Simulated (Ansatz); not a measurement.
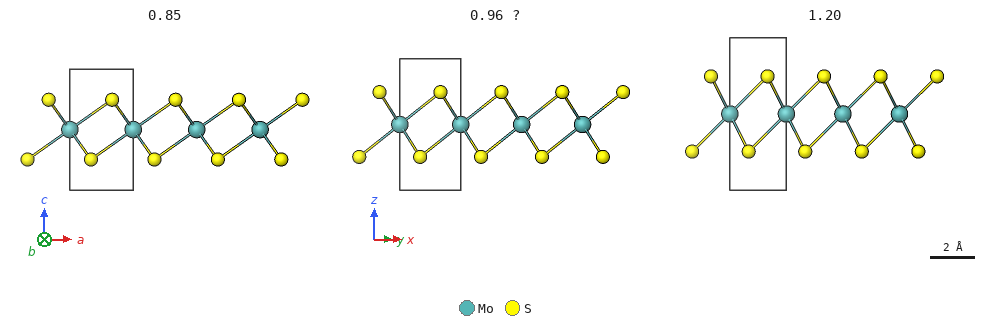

A scan of a crystal of MoS2 (P-3m1): the ratio of the cell's length along z to its lengths across, counted as 1 for the reference, is changed at fixed volume (a c/a path), with the atoms kept at their fractional coordinates. x, y and z are the Cartesian axes of the input. Style: ball-and-stick. Shown: the cell of the calculation, repeated 3 × 2 × 1 with one cell outlined, along the b axis.

Method: DFT r2SCAN, scalar-relativistic, plane waves, PAW (Ansatz). Settings: plane-wave cutoff 500 eV; k-point mesh 18 × 18 × 8; occupations gaussian; smearing width 0.15 eV; no spin polarisation. Energies (free energies at the smearing named) are counted from the relaxed crystal.

```tsv
axial ratio over its reference value	E − E(ref) (meV/atom)
0.85	79.2
0.92	21.3
0.96	?
1.00	0.0
1.10	29.4
1.20	122.0
```

### One row is withheld. What is its energy?

A straight line between the two neighbours gives 10.7 meV/atom. A cubic through the four nearest rows (0.85, 0.92, 1.00, 1.10) gives, with Lagrange weights, (−0.0853)(79.2) + (0.6111)(21.3) + (0.5133)(0.0) + (−0.0391)(29.4) = 5.1 meV/atom. The calculation gives 5.1 meV/atom, so the cubic is right to the digits shown and the straight line 5.6 meV/atom too high, as the curve bends upwards here.

The whole profile:

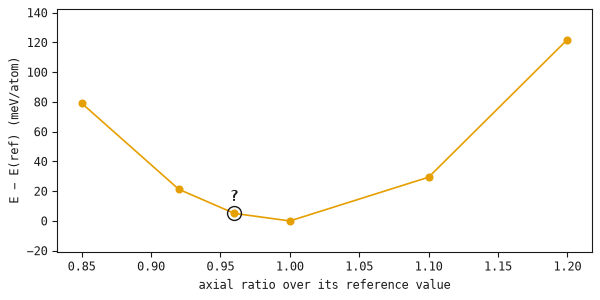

Limits of the set-up: layers or molecules are held without a dispersion correction, so their spacing is unreliable.
